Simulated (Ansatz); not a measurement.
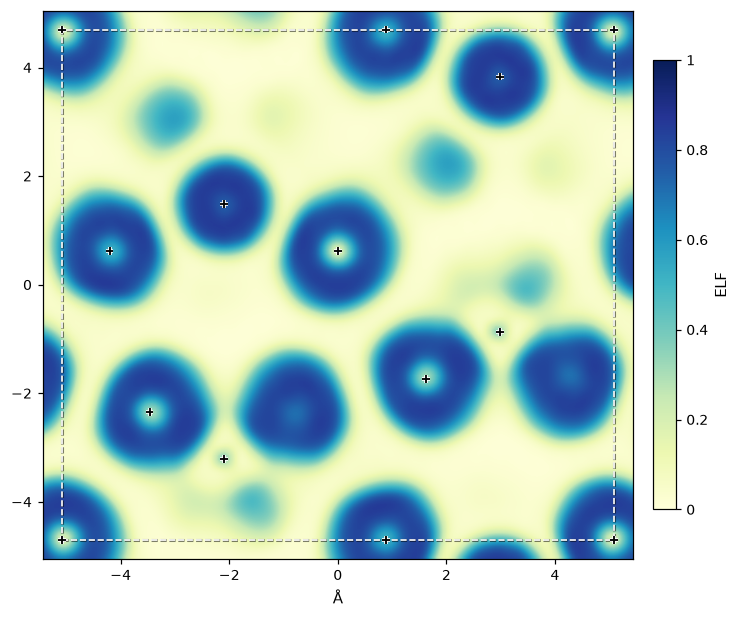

The ELF on a plane through atoms (crosses mark nuclei in the plane).

Level of theory: DFT PBE, scalar-relativistic, plane waves, PAW in Ansatz 0.2.0.

Candidates:
A. CdTe, a = 6.62 Å, b = 6.62 Å, c = 6.62 Å, α = 90.00°, β = 90.00°, γ = 90.00°. Space group F-43m; a structure from a database of computed crystals, not necessarily the ambient phase.
B. Ga2O3, a = 7.64 Å, b = 7.76 Å, c = 8.52 Å, α = 72.52°, β = 75.43°, γ = 67.19°. Space group C2/m; a structure from a database of computed crystals, not necessarily the ambient phase.
C. HfSiO4, a = 6.64 Å, b = 6.64 Å, c = 10.17 Å, α = 109.06°, β = 109.06°, γ = 90.00°. Space group I4₁/amd; a structure from a database of computed crystals, not necessarily the ambient phase.

> Which system is this?

Candidate C: HfSiO4 on the (110) plane of the calculation cell, which holds Hf, Si and O. Si–O (1.64 Å): the ELF peaks at about 0.85 between the atoms; a polar covalent bond. Hf–O (2.28 Å): the ELF peaks at about 0.85 in the valence shell of O, 0.7 Å from its nucleus, and drops to about 0.15 between the two atoms (no shared electron pair shows on this line).
